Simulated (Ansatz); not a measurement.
# Single point of Cu2O

Aim: a converged single point of Cu2O at the given geometry. Cu2O is taken in its deposited structure (space group Pn-3m), 6 atoms in the cell. Source: COD entry 1000063.

Program: Ansatz 0.2.0. Level of theory: DFT PBE, PAW, plane waves, scalar-relativistic. These are calculated values, not measurements.

## (1) Starting point

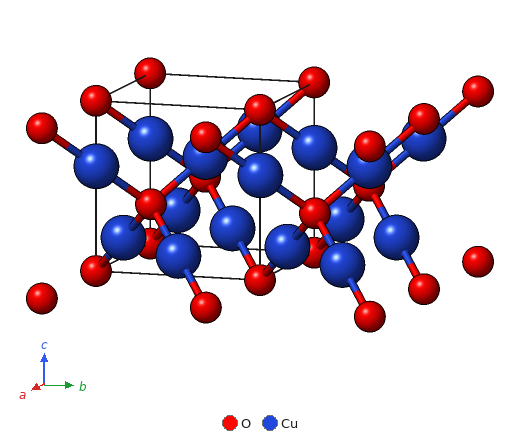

Start, viewed slightly off an axis; oxygen red, copper blue. 2×2×1 cells are drawn. Atoms on the faces are drawn again on the opposite ones.

Coordinates:

```
O Cu
1.0
     4.25200    0.00000    0.00000
     0.00000    4.25200    0.00000
     0.00000    0.00000    4.25200
O Cu
2 4
Direct
  0.00000 0.00000 0.00000
  0.50000 0.50000 0.50000
  0.25000 0.25000 0.25000
  0.25000 0.75000 0.75000
  0.75000 0.75000 0.25000
  0.75000 0.25000 0.75000
```

Labels such as Cu6 number the atoms in the order of the input file.

The search for lower states is off throughout, and inputs that name a mixer don't switch to direct minimisation unless they say so. Spin is collinear, with starting moments Cu3 1.00, Cu4 1.00, Cu5 1.00, Cu6 1.00 μB. β is the mixing step of the charge; the magnetisation has a step of its own, which the program sets unless it is named.

## (2) Running it

input.yaml reads:

```yaml
crystal:
  lattice:
    - [4.252, 0.0, 0.0]
    - [0.0, 4.252, 0.0]
    - [0.0, 0.0, 4.252]
  atoms:
    - { symbol: O, position: [0.0, 0.0, 0.0] }
    - { symbol: O, position: [0.5, 0.5, 0.5] }
    - { symbol: Cu, position: [0.25, 0.25, 0.25], spin: 1.0 }
    - { symbol: Cu, position: [0.25, 0.75, 0.75], spin: 1.0 }
    - { symbol: Cu, position: [0.75, 0.75, 0.25], spin: 1.0 }
    - { symbol: Cu, position: [0.75, 0.25, 0.75], spin: 1.0 }
magnetization:
  spin_polarized: true
hamiltonian:
  xc: pbe
  pseudopotentials: { kind: paw }
basis:
  ecutwfc: 420
kpoints:
  mp_grid: { grid: [5, 5, 5] }
scf:
  occupations: { method: fixed }
  lower_state_search: "off"
  max_iter: 70
output:
  forces: true
  stress: true
```

The run is started by

```sh
> ansatz run input.yaml --threads 2 --pin off --max-ram 5120MiB --backend cpu --events-out ev --progress --plain --runs-dir out
```

The log of the run:

```text
Error: inconsistent input (scf.occupations.method, magnetization): a σ = 0 step fill (method: fixed, or a smearing width below the step floor) with no hard lock on the total moment puts the same N_el/2 bands in each spin channel, which gives a total moment of zero, but the starting moments sum to +4.0000 μB; make the starting moments (crystal.atoms[].spin / magnetization.per_species / magnetization.initial_magnetization) sum to zero, or set magnetization.spin_locking.lock_magnetization: hard with an even integer magnetization.initial_magnetization, or use a smearing method with a finite width, such as fermi_dirac
```

Run time: 0.05 s. Hardware: 2 threads of Arm Neoverse V2, shared host; peak memory 0.071 GiB.

## (3) Diagnosis

The program refused this input, so nothing ran. Its message: inconsistent input (scf.occupations.method, magnetization): a σ = 0 step fill (method: fixed, or a smearing width below the step floor) with no hard lock on the total moment puts the same N_el/2 bands in each spin channel, which gives a total moment of zero, but the starting moments sum to +4.0000 μB; [...]

Changes to try, each on the first input: Fermi–Dirac smearing of 0.1 eV; back to the default settings.

## (4) Fermi–Dirac smearing of 0.1 eV

input.yaml, as its differences from that of step 2:

```diff
@@ -22,3 +22,3 @@
 scf:
-  occupations: { method: fixed }
+  occupations: { method: fermi_dirac, width: 0.1 }
   lower_state_search: "off"
```

The run is started by

```sh
> ansatz run input.yaml --threads 2 --pin off --max-ram 5120MiB --backend cpu --events-out ev --progress --plain --runs-dir out
```

The log of the run, cut to the lines that bear on the results:

```text
[...]
Pseudopotentials: kind: paw
Pseudopotential: O, paw, valence charge 6, recommended cutoff 420 eV (normal), O.paw.azcp
Pseudopotential: Cu, paw, valence charge 19, recommended cutoff 420 eV (normal), Cu.paw.azcp
Functional definition: PBE
[...]
Crystal: 6 atoms, lattice volume = 76.874 Å³
Basis set: ecut = 420 eV, 1503 PW (Γ), exchange–correlation on 60×60×60 points (8 copies of the dense FFT grid, shifted against one another)
Bands: 56, of which v1, the nominal top of the filled ones, is band 44 counted from 1 (43 counted from 0)
Symmetry: 48 space group operations
Space group: Pn-3m (ITA 224), of the structure as read, at distance tolerance 4.3e-5 Å
Magnetic group: BNS 224.110 (UNI 1612), of the structure as read, at distance tolerance 4.3e-5 Å
k-points: 10 of 125
[...]
Starting moments: Σ|m| = 4 μB on 4 of 6 sites
[...]
WARN: the starting moments were not kept: the SCF closed with an absolute magnetisation of 6.5e-6 μB, where they sum to 4 μB in size (4 sites). That is at most 0.1 of that sum. Measured as dr2_m measures the in/out step, that magnetisation stands 9.4e-12 eV from none, at or under the [...]
Absolute magnetization: 0.0000 μB (∫|ρ↑−ρ↓|, with the PAW one-centre terms)
Spin contamination: 0.0000 ħ² per cell (⟨S²⟩ above its minimum at these occupations)
Per-site moments (μB) at R_I (Å): [(4.900252141664151e-7, 0.7594826284838578), (4.900252141534934e-7, 0.759482628483858), (-6.980449287203163e-7, 0.759482628483858), (-6.980449287659877e-7, 0.7594826284838578), (-6.980449287585079e-7, 0.7594826284838578), (-6.980449287339496e-7, [...]
Free energy (F): -27632.959285 eV
[...]
E sigma→0 (E₀):  -27632.957585 eV
Entropy (-TS):   -0.003399 eV (-0.567 meV/atom)
Fermi energy:    11.489510 eV
[...]
--- Forces (eV/Å), atoms counted from 1 ---
  atom   1  O      0.00000000     0.00000000    -0.00000000
  atom   2  O      0.00000000     0.00000000     0.00000000
  atom   3  Cu     0.00000000    -0.00000000     0.00000000
  atom   4  Cu     0.00000000    -0.00000000    -0.00000000
  atom   5  Cu     0.00000000    -0.00000000     0.00000000
  atom   6  Cu     0.00000000    -0.00000000    -0.00000000
[...]
--- Stress (GPa, compression-positive) ---
        3.988616      -0.000000       0.000000
       -0.000000       3.988616       0.000000
        0.000000       0.000000       3.988616
  P = ⅓ Tr σ = 3.9886 GPa (39.886 kbar)
```

Run time: 3.5 s. Hardware: 2 threads of Arm Neoverse V2, shared host; peak memory 0.37 GiB.

The run closes after 16 iterations, non-magnetic, a gap of 0.55 eV on the k-mesh.

## (5) Back to the default settings

input.yaml, as its differences from that of step 2:

```diff
@@ -22,5 +22,4 @@
 scf:
-  occupations: { method: fixed }
+  occupations: { method: gaussian, width: 0.02 }
   lower_state_search: "off"
-  max_iter: 70
 output:
@@ -28 +27,5 @@
   stress: true
+  write_density: true
+  write_potential: true
+  elf: true
+  volumetric_format: npy
```

The run is started by

```sh
> ansatz run input.yaml --threads 2 --pin off --max-ram 5120MiB --backend cpu --events-out ev --progress --plain --runs-dir out
```

Its history (converged in 16 iterations):

```tsv
iteration	Harris–Foulkes energy + 27633 (eV)	largest residual (eV)	M (μB)	∫|m| (μB)
1	0.8303	7.22e+00	0.02	0.69
2	0.5506	3.84e+00	0.01	0.54
3	0.2797	2.03e+00	0.00	0.43
4	0.1609	1.09e+00	0.00	0.34
5	0.1173	5.86e-01	0.00	0.27
6	0.0833	3.18e-01	0.00	0.21
7	0.0624	1.74e-01	0.00	0.17
8	0.0534	9.57e-02	0.00	0.14
9	0.0413	9.06e-04	0.00	0.02
10	0.0414	5.94e-04	0.00	0.02
11	0.0414	1.70e-04	0.00	0.01
13	0.0414	2.65e-07	0.00	0.00
14	0.0414	1.42e-07	0.00	0.00
15	0.0414	3.80e-09	0.00	0.00
16	0.0414	1.99e-10	0.00	0.00
```

Run time: 4.7 s. Hardware: 2 threads of Arm Neoverse V2, shared host; peak memory 0.37 GiB.

The run closes after 16 iterations, non-magnetic, a gap of 0.55 eV on the k-mesh. Against step 4: free energy shifted by +0.1 meV/atom, zero-width estimate shifted by -0.2 meV/atom.

## (6) The histories together

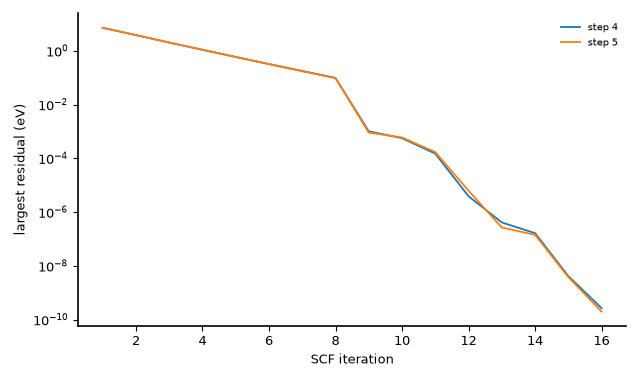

Residual along the iterations.

## (7) What came out

| quantity | value |
| --- | --- |
| first try | input refused |
| step 4: Fermi–Dirac smearing of 0.1 eV | converged in 16 iterations |
| step 5: the default settings | converged in 16 iterations |
| state reached in step 4 | non-magnetic, a gap of 0.55 eV on the k-mesh |
| largest force there | 0.000 eV/Å |

The run converges under 2 of the 2 changes tried; with “Fermi–Dirac smearing of 0.1 eV” it takes 16 iterations.
